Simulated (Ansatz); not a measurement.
System: FeO, space group Fm-3m, 2 atoms in the cell, FeO type.

Space group Fm-3m (No. 225). a = 4.311 Å, b = 4.311 Å, c = 4.311 Å, α = 90.00°, β = 90.00°, γ = 90.00°
| atom | site | symmetry | x | y | z |
| --- | --- | --- | --- | --- | --- |
| Fe | 4a | m-3m | 0.0000 | 0.0000 | 0.0000 |
| O | 4b | m-3m | 0.5000 | 0.0000 | 0.0000 |

Computed with Ansatz: DFT PBEsol+U, scalar-relativistic, plane waves, PAW, Ueff = 5 eV on Fe d, spin-polarised, 8×8×8 k mesh.

How will the Fe d shell be filled?

Counting eigenvalues over 0.6 as filled, Fe has 6 filled d states (d⁶), 5 up and 1 down, high spin; the eigenvalues sum to 6.3. The small eigenvalues come from mixing with neighbours' orbitals.

Start of the run: natural orbitals of the symmetric run, filled by rank. Such runs often end in metastable states, so this need not be the lowest one. The occupations of the open shells lower the symmetry of the state. The cell is at 8 GPa in this functional.

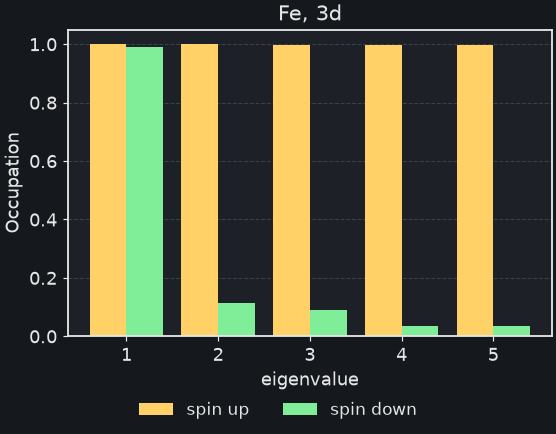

Eigenvalues of the local occupation matrix of the d shell (Löwdin-orthogonalised atomic projectors).
